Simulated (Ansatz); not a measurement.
# CsSnI₃: 7 runs along one coordinate

System: CsSnI₃ (Pm-3m, 5 atoms in the cell).
Method: Kohn-Sham DFT of a periodic cell, PBEsol, all-electron LAPW, scalar-relativistic, no spin polarisation (Ansatz 0.2.0).

The 7 runs differ only in the geometry, by an even scaling of the cell at fixed fractional positions. The structure derives from an entry of the Crystallography Open Database.

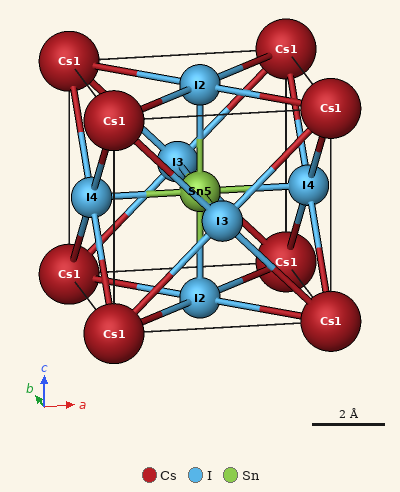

Figure 1. The structure of run 4 (ball-and-stick view of the cell of the calculation, seen slightly off an axis; atoms are numbered from 1 in the order of the input).

## Input of run 4
```yaml
crystal:
  lattice:
    - [6.2057, 0.0, 0.0]
    - [0.0, 6.2057, 0.0]
    - [0.0, 0.0, 6.2057]
  atoms:
    - { symbol: Cs, position: [0.0, 0.0, 0.0] }
    - { symbol: I, position: [0.5, 0.5, 0.0] }
    - { symbol: I, position: [0.5, 0.0, 0.5] }
    - { symbol: I, position: [0.0, 0.5, 0.5] }
    - { symbol: Sn, position: [0.5, 0.5, 0.5] }
kpoints:
  mp_grid: { grid: [5, 5, 5] }
scf:
  occupations: { method: fermi_dirac, width: 0.05 }
hamiltonian:
  xc: pbesol
  pseudopotentials: { kind: all_electron, lapw: { basis_error: 0.001 } }
output:
  forces: true
  stress: true
  eigenvalues: true
```

Command:
```bash
ansatz run input.yaml --threads 4 --pin off --max-ram 12288MiB --backend cpu --events-out ev --progress --plain --runs-dir out
```

Lattice vectors (Å) and fractional positions of run 4:
```
   6.205700    0.000000    0.000000
   0.000000    6.205700    0.000000
   0.000000    0.000000    6.205700
Cs  0.000000  0.000000  0.000000
I   0.500000  0.500000  0.000000
I   0.500000  0.000000  0.500000
I   0.000000  0.500000  0.500000
Sn  0.500000  0.500000  0.500000
```

Run 2 differs from it as follows:
```diff
-    - [6.2057, 0.0, 0.0]
-    - [0.0, 6.2057, 0.0]
-    - [0.0, 0.0, 6.2057]
+    - [6.1218289079, 0.0, 0.0]
+    - [0.0, 6.1218289079, 0.0]
+    - [0.0, 0.0, 6.1218289079]
```

## Results, with one run withheld

```tsv
run	volume per atom (Å³)	free energy per atom, from the lowest run given (meV)	pressure (GPa)	gap on the mesh (eV)
1	44.929	0.00	0.38	1.67
2	45.885	?	?	?
3	46.841	0.18	−0.37	1.71
4	47.797	3.39	−0.69	1.73
5	48.753	8.37	−0.97	1.74
6	49.709	14.92	−1.22	1.76
7	50.665	22.86	−1.44	1.78
```

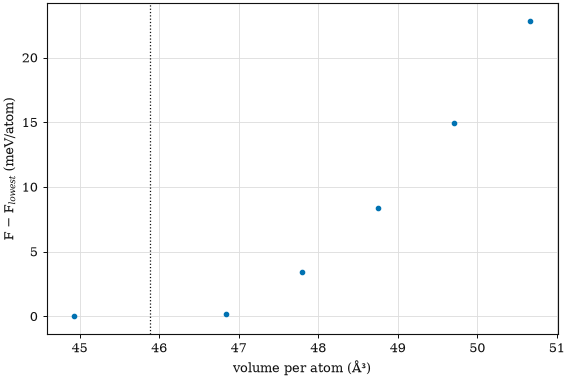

Figure 2. Free energy per atom of the runs given; the dotted line marks run 2.

Estimate the energy of run 2 from the others.

A cubic polynomial in V^(−2/3) (the Birch–Murnaghan form), fitted to the 6 runs given, misses them by under 0.01 meV per atom. With x = V^(−2/3) − 0.07566 Å⁻², it reads F = 4.5483 − 4576.3 x + 9.2569e+05 x² + 4.6599e+06 x³ (meV per atom). At run 2 it gives −1.04 meV per atom, and the run itself gives −1.03. The slope of the fit gives a pressure −dF/dV of −0.02 GPa there, and the run prints −0.02 GPa. The fit has its minimum at 45.828 Å³ per atom, where V d²F/dV² gives 18.2 GPa: the bulk modulus at this level, since symmetry fixes the shape and the positions. The gap on the mesh goes, without turning, from 1.67 eV in run 1 to 1.78 eV in run 7; run 2 has 1.69 eV. These are gaps of this functional on this mesh, which can miss the band edges; they aren't the measured gap.

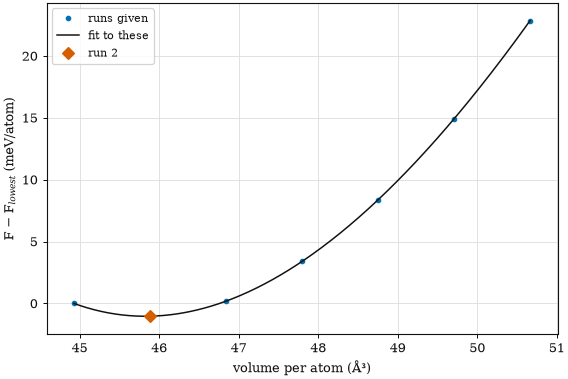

Figure 3. The fit and the withheld run.

## Output, shortened to warnings, some set-up lines, iterations and results (run 2)
```
Basis set: ecut = 197.22847418649891 eV, 1419 PW (Γ), exchange–correlation at level 2
Symmetry: 48 space group operations
k-points: 10 of 125
Initial density: superposition of atomic densities (chi_scale 0.1, normalization cell, long waves kept (reshape's long-wave potential 0.01 eV rms))
[...]
SCF iter   1: F=—  HF=-960504.370874 eV  |F-HF|=—  |Δ(HF+E_count)|=         —  Δρ=9.19e-3  dr2=5.71e-1  ethr=4.63e-4  ⟨swp⟩=3.0  Hψ=4735  notcnv=0
SCF iter   2: F=—  HF=-960504.196662 eV  |F-HF|=—  |Δ(HF+E_count)|=   1.74e-1  Δρ=4.36e-3  dr2=1.21e-1  ethr=4.60e-4  ⟨swp⟩=2.0  Hψ=2370  notcnv=0
SCF iter   3: F=—  HF=-960504.181203 eV  |F-HF|=—  |Δ(HF+E_count)|=   1.55e-2  Δρ=1.73e-3  dr2=1.93e-2  ethr=9.76e-5  ⟨swp⟩=2.0  Hψ=2364  notcnv=0
SCF iter   4: F=—  HF=-960504.184487 eV  |F-HF|=—  |Δ(HF+E_count)|=         —  Δρ=4.16e-4  dr2=1.03e-3  ethr=8.27e-7  ⟨swp⟩=2.0  Hψ=3831  notcnv=0
SCF iter   5: F=—  HF=-960504.184113 eV  |F-HF|=—  |Δ(HF+E_count)|=   3.74e-4  Δρ=1.19e-4  dr2=8.23e-5  ethr=8.27e-7  ⟨swp⟩=3.0  Hψ=2339  notcnv=0
SCF iter   6: F=—  HF=-960504.184182 eV  |F-HF|=—  |Δ(HF+E_count)|=   6.90e-5  Δρ=4.27e-5  dr2=1.14e-5  ethr=6.63e-8  ⟨swp⟩=3.0  Hψ=2341  notcnv=0
SCF iter   7: F=—  HF=-960504.184189 eV  |F-HF|=—  |Δ(HF+E_count)|=   6.58e-6  Δρ=1.70e-5  dr2=1.22e-6  ethr=9.16e-9  ⟨swp⟩=3.0  Hψ=2352  notcnv=0
SCF iter   8: F=-960504.184190 eV  HF=-960504.184190 eV  |F-HF|=1.28e-7  |Δ(HF+E_count)|=   1.18e-6  Δρ=4.58e-6  dr2=8.01e-8  ethr=9.86e-10  ⟨swp⟩=3.0  Hψ=2357  notcnv=0
SCF 1 converged in 8 iterations: F = -960504.184190 eV  dr2 = 8.01e-8
SCF converged after 8 iterations
Free energy (F): -960504.184190 eV
Harris-Foulkes:  -960504.184190 eV  (|F-HF|=1.28e-7)
Internal energy: -960504.184190 eV  (E = F + TS)
E sigma→0 (E₀):  -960504.184190 eV
Entropy (-TS):   -0.000000 eV (-0.000 meV/atom)
Fermi energy:    7.325587 eV
--- Per-component energies (eV) ---
  E_band       = -6996.576650
  E_kinetic    = 1016367.012028
  E_xc         = -24153.559577
  E_electrostatic = -1952717.636641  (all electrons and nuclei)
  E_smearing   = -0.000000  (= −TS)
  E_closure    = 0.000000  (closes the sum)
  E_atoms      = -960489.134768  (free atoms, spherical and without spin; not in F)
  Σ components = -960504.184190   (vs F -960504.184190, Δ=0.00e0)
  Basis errors (estimates in eV, not in F): energy 4.7e-4 per atom: plane waves 4.3e-4 (2.4e-4 summed), levels above the bands 2.4e-56, relativity 2.3e-8, radial functions 3.1e-5, core shells 5.8e-9; eigenvalues (radial functions only) 1.8e-5; not estimated: angular momenta, meshes, grids; target …
--- Forces (eV/Å), atoms counted from 1 ---
  atom   1  Cs     0.00000000     0.00000000     0.00000000
  atom   2  I     -0.00000000    -0.00000000    -0.00000000
  atom   3  I      0.00000000     0.00000000    -0.00000000
  atom   4  I     -0.00000000    -0.00000000    -0.00000000
  atom   5  Sn    -0.00000000    -0.00000000     0.00000000
  max |Σ_I F_I| component: 1.76e-30 eV/Å
--- Stress (GPa, compression-positive) ---
       -0.020196      -0.000000       0.000000
       -0.000000      -0.020196       0.000000
        0.000000       0.000000      -0.020196
  P = ⅓ Tr σ = -0.0202 GPa (-0.202 kbar)
```
